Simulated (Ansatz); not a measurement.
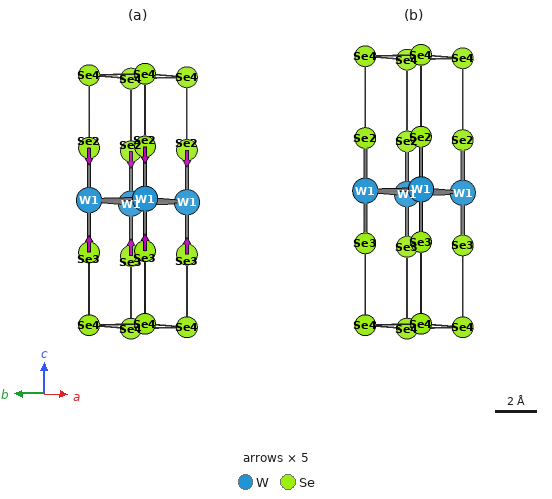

The structure of a crystal of WSe3 (a generated structure, set up in P6/mmm) before (left) and after (right) a relaxation, at one scale. The purple arrows give the displacements (the part carried along by the change of the cell is left out), magnified 5 times.

A ball-and-stick model of the cell of the calculation, seen from a free direction.

Level of theory: DFT PBE, scalar-relativistic, plane waves, PAW in Ansatz.

Input
```yaml
crystal:
  lattice:
    - [2.8452509285, 0.0, 0.0]
    - [-1.4226254642, 2.4640595842, 0.0]
    - [0.0, 0.0, 12.2595455918]
  atoms:
    - { symbol: W, position: [0.0, 0.0, 0.5], spin: 0.21 }
    - { symbol: Se, position: [0.0, 0.0, 0.7091711587] }
    - { symbol: Se, position: [0.0, 0.0, 0.2908288413] }
    - { symbol: Se, position: [0.0, 0.0, 0.0] }
basis:
  ecutwfc: 420
kpoints:
  mp_grid: { grid: [18, 18, 4] }
hamiltonian:
  xc: pbe
scf:
  occupations: { method: gaussian, width: 0.1 }
output:
  forces: true
  stress: true
  eigenvalues: true
  populations: true
  write_density: true
  write_potential: true
  elf: true
  volumetric_format: npy
magnetization:
  spin_polarized: true
relax:
  adjacent_minimum: "off"
  f_tol: 0.01
  max_steps: 80
  cell: { stress_tol: 0.05 }
```

Command:
```bash
ansatz run input.yaml --threads 1 --pin off --max-ram 2560MiB --backend cpu --events-out ev --progress --plain --runs-dir out
```

### Describe what moved and what it gained.

The run was cut off at its time limit before the relaxation converged, so the last structure is only a point on the way. The largest moves relative to the cell, 0.18 Å, are those of Se2 and Se3. Se3 goes along +c. W stays in place. The drawn cell changes as follows: a = b 2.845 → 2.832 Å (−0.4 %), c 12.260 → 13.187 Å (+7.6 %); the volume changes by +6.6 %. Near-neighbour distances that change, for instance: W1–Se2 2.564 → 2.581 Å, W1–W1 2.845 → 2.832 Å. The space group stays P6/mmm (No. 191). The energy falls by 7.8 meV per atom in 2 geometry steps. The largest force component goes from 0.081 to 0.079 eV/Å. The pressure goes from 0.98 to 0.83 GPa. The program noted that the starting moments weren't kept.
